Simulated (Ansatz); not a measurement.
## Electronic structure of TiAl₃ (interface cell) in real space

```cif
data_structure
_symmetry_space_group_name_H-M 'P 1'
_symmetry_Int_Tables_number 1
_cell_length_a 3.9797
_cell_length_b 5.6282
_cell_length_c 11.4913
_cell_angle_alpha 90.000
_cell_angle_beta 90.000
_cell_angle_gamma 90.000
_cell_volume 257.39
loop_
_atom_site_label
_atom_site_type_symbol
_atom_site_fract_x
_atom_site_fract_y
_atom_site_fract_z
_atom_site_occupancy
Ti1 Ti 0.00000 0.00740 0.01723 1
Ti2 Ti 0.00000 0.49982 0.23977 1
Al1 Al 0.00000 0.49914 0.99229 1
Al2 Al 0.00000 0.00161 0.25925 1
Al3 Al 0.50000 0.75726 0.12994 1
Al4 Al 0.50000 0.25849 0.36683 1
Al5 Al 0.50000 0.26332 0.11698 1
Al6 Al 0.50000 0.74789 0.38129 1
Al7 Al 0.00000 0.99151 0.50817 1
Al8 Al 0.00000 0.49274 0.74506 1
Al9 Al 0.00000 0.50211 0.49371 1
Al10 Al 0.00000 0.98668 0.75802 1
Ti3 Ti 0.50000 0.75018 0.63523 1
Ti4 Ti 0.50000 0.24260 0.85777 1
Al11 Al 0.50000 0.24839 0.61575 1
Al12 Al 0.50000 0.75086 0.88271 1
```

Computed without spin polarisation.

All numbers below come from DFT PBE, scalar-relativistic, plane waves, PAW in Ansatz.

The density is the valence pseudo-density of a PAW calculation; it isn't the true density close to the nuclei.

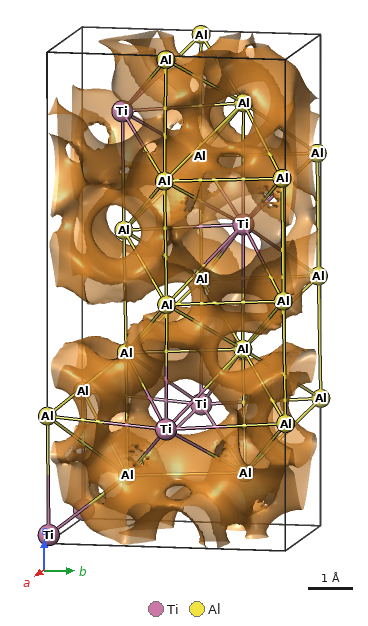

Figure 1. Isosurface of the ELF at 0.6 (orange), seen slightly off an axis. Core shells and regions of very low density are left out. Sticks mark near contacts.

Identify the bonds, lone pairs and shells in this picture.

Answer. At this value the surface marks out one network that runs through the whole crystal, counted in one cell of 16 atoms. Regions shared between cells count once. Profiles from the grid: Ti–Al (2.71 Å): the ELF is about 0.30 at the midpoint. Al–Al (2.75 Å): the ELF peaks at about 0.65 between the atoms.

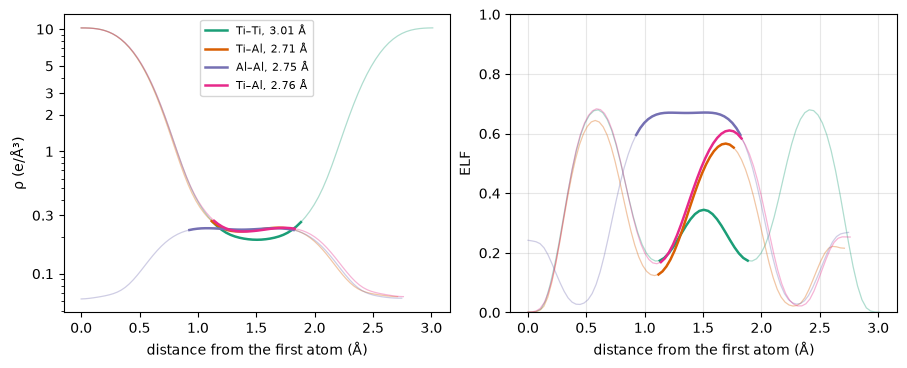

Figure 2. Valence electron density and ELF along straight lines between neighbouring atoms. Thin, pale parts lie inside the atomic spheres.

Compare the contacts.

Answer. Ti–Ti (3.01 Å): ρ at the midpoint is about 0.19 e/Å³; the ELF is about 0.35 at the midpoint.
Ti–Al (2.71 Å): the density is about 0.22 e/Å³ at the midpoint; the ELF is about 0.30 at the midpoint.
Al–Al (2.75 Å): the density is about 0.23 e/Å³ at the midpoint; the ELF peaks at about 0.65 between the atoms.
Ti–Al (2.76 Å): ρ at the midpoint is about 0.22 e/Å³; the ELF is about 0.35 at the midpoint.

Does the calculation make it a metal, or give it a gap?

Answer. It is gapless in this calculation (a metal or semimetal).
